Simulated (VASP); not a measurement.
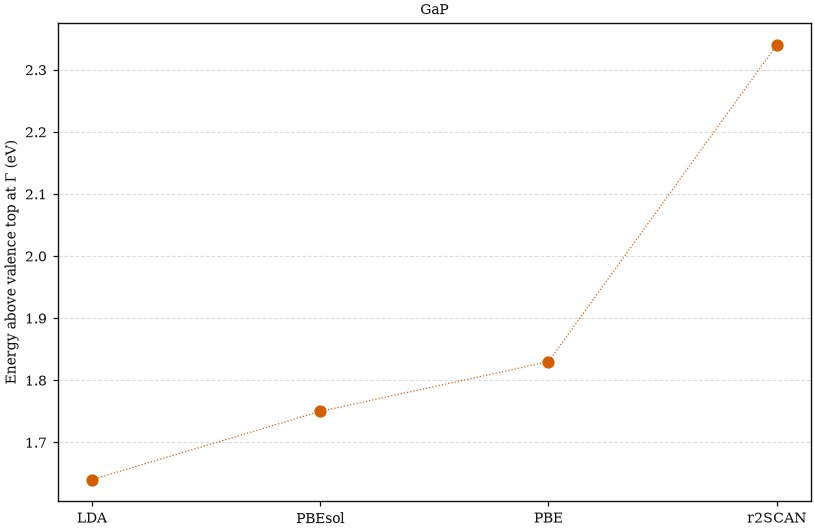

Lowest conduction level at Γ, counted from the valence-band top at Γ, by several methods on one cell of zincblende GaP, space group F-43m (No. 216), 2 atoms in the primitive cell; cubic a = 5.451 Å. All runs are without spin-orbit coupling and carry no moments. The smallest gap lies off these points.

| method | program | Γ (eV) |
| --- | --- | --- |
| LDA | VASP | 1.64 |
| PBEsol | VASP | 1.75 |
| PBE | VASP | 1.83 |
| r2SCAN | VASP | 2.34 |

### What does HSE06 give? It was run as: HSE06, VASP PAW PBE potentials, release 64 (Ga_d, P), 5×5×5 k mesh, 520 eV cutoff, Fermi-Dirac smearing of 0.02 eV (VASP).

Exact exchange opens the gap over the semilocal values shown, the highest of which is 2.34 eV (r2SCAN) at Γ. HSE06 gives 2.83 eV at Γ, which is +1.00 eV from PBE at Γ.

### How do the methods rank at Γ?

From low to high: LDA 1.64, PBEsol 1.75, PBE 1.83, r2SCAN 2.34, HSE06 2.83 eV.

Settings. LDA: VASP PAW LDA potentials, release 64 (Ga_d, P), 7×7×7 k mesh, 520 eV cutoff, Fermi-Dirac smearing of 0.02 eV (VASP 6.6.1). PBEsol: VASP PAW PBE potentials, release 64 (Ga_d, P), 7×7×7 k mesh, 520 eV cutoff, Fermi-Dirac smearing of 0.02 eV (VASP). PBE: VASP PAW PBE potentials, release 64 (Ga_d, P), 7×7×7 k mesh, 520 eV cutoff, Fermi-Dirac smearing of 0.02 eV (VASP). r2SCAN: VASP PAW PBE potentials, release 64 (Ga_d, P), 7×7×7 k mesh, 520 eV cutoff, Fermi-Dirac smearing of 0.02 eV (VASP 6.6.1).

LDA, PBEsol, PBE and r2SCAN: measured GaP has its conduction bottom near X; the order of its valleys hangs on the functional and the volume. LDA, GGA and most meta-GGA functionals understate gaps. PBEsol, r2SCAN and HSE06: the PAW data sets were made with another functional. HSE06: the k mesh is thin for exact exchange. Over all k points computed the smallest gap is 1.44 eV in LDA, 1.46 eV in PBEsol, 1.59 eV in PBE, 1.85 eV in r2SCAN and 2.31 eV in HSE06, and a mesh with an odd division can miss a smaller one.
